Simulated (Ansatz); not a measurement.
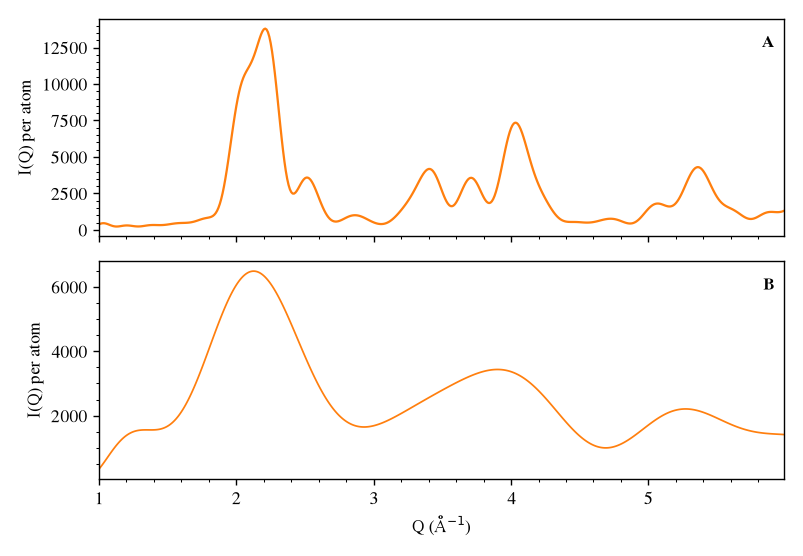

X-ray scattering of spheres cut from the crystal structure of Yb (P6_3/mmc, a = 3.673 Å, b = 3.673 Å, c = 12.007 Å, α = 90.00°, β = 90.00°, γ = 120.00°), calculated atom by atom with the Debye equation (B = 0.5 Å², no relaxation of the surface). Basis of the simulation: the geometry relaxed at fixed volume with DFT PBE, spin-orbit coupling, plane waves, PAW (Ansatz); the starting structure was generated, so it need not be a known form of this composition.

### The spheres are 10 and 36 Å across. Which curve is which?

curve A: 36 Å (725 atoms); curve B: 10 Å (13 atoms). Peak widths go roughly as 2π/D, so the largest sphere has the sharpest peaks.

### Index the main peaks of the largest sphere.

Q ≈ 2.21 Å⁻¹: 102; Q ≈ 2.51 Å⁻¹: 103; Q ≈ 3.40 Å⁻¹: 110; Q ≈ 3.71 Å⁻¹: 106; Q ≈ 4.03 Å⁻¹: 114 + 202; Q ≈ 5.36 Å⁻¹: 212 + 118 + 213.
